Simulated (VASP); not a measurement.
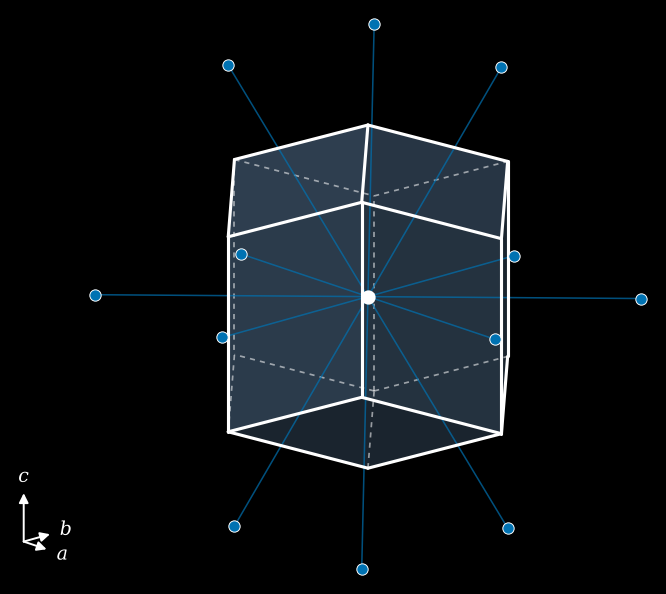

For Al2O3, the end point of a relaxation with VASP Kohn-Sham DFT of a periodic cell, LDA, VASP PAW LDA potentials, recommended (VASP): the Wigner–Seitz cell of the crystal's lattice, with lines to the lattice points that define its faces. Geometry calculated from the standardised cell; symmetry tolerance 0.002 Å.

a = 4.732 Å, b = 4.732 Å, c = 12.894 Å, α = 90.00°, β = 90.00°, γ = 120.00°; space group No. 167, R-3c, hexagonal axes.

### Describe the polyhedron.

A rhombic dodecahedron: 12 faces (12 with 4 edges), 24 edges, 14 vertices. Its volume is that of the primitive cell, 83.3 Å³.

### Which lattice vectors do the faces bisect?

```json
{"example": "a", "length (Å)": "4.73", "faces": "6", "edges of each": "4", "area (Å²)": "9.4"}
{"example": "2/3 a + 1/3 b + 1/3 c", "length (Å)": "5.09", "faces": "6", "edges of each": "4", "area (Å²)": "7.7"}
```
